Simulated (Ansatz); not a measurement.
```xyz
9
Lattice="3.2342 0.0000 0.0000 -1.6171 2.8009 0.0000 0.0000 0.0000 14.4018" Properties=species:S:1:pos:R:3 pbc="T T T"
Sn    0.0000    1.8673    2.4003
Sn    0.0000    0.0000    7.2009
Sn    1.6171    0.9336   12.0014
O     1.6171    0.9336    1.3849
O     0.0000    1.8673    6.1856
O     0.0000    0.0000   10.9861
O     0.0000    0.0000    3.4157
O     1.6171    0.9336    8.2162
O     0.0000    1.8673   13.0169
```

Space group R-3m; a structure from a database of computed crystals, not necessarily the ambient phase.

Computed with Ansatz 0.2.0, Kohn-Sham DFT of a periodic cell, PBE, Ansatz PAW.

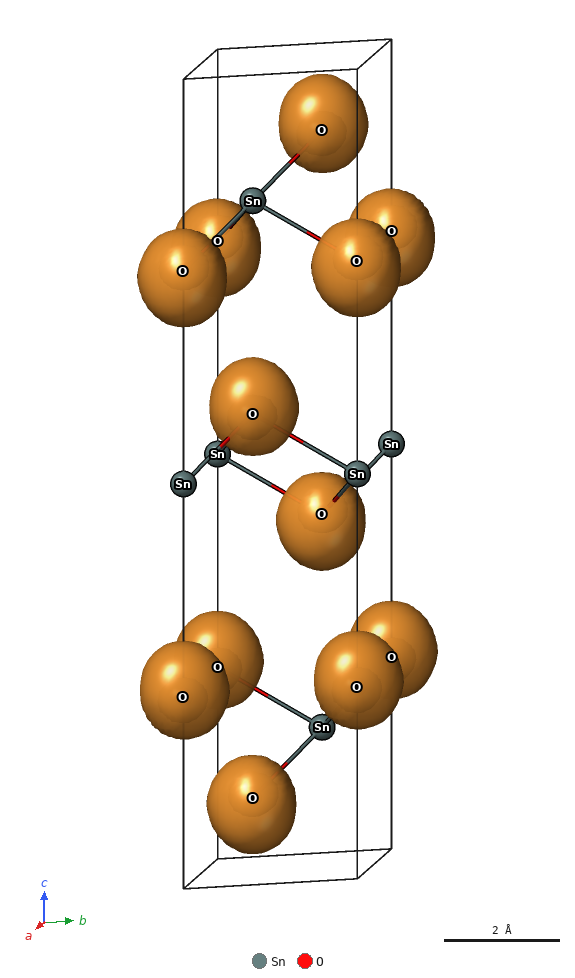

SnO₂. Isosurface of the ELF at 0.75 (orange), seen slightly off an axis. Core shells and regions of very low density are left out. Sticks mark near contacts.

In a PAW calculation such maps are meaningful between the atoms, not at the nuclei.

Question: Where are the electrons localised?

Answer: At this value the surface marks out six regions wrapped around O (the valence shell of each), counted in one cell of 9 atoms. Any copies at cell faces, edges or corners count once. Profiles from the grid: Sn–O (2.13 Å): the ELF peaks at about 0.80 in the valence shell of O, 0.6 Å from its nucleus, and is about 0.25 at the midpoint; no localised pair shows between them.
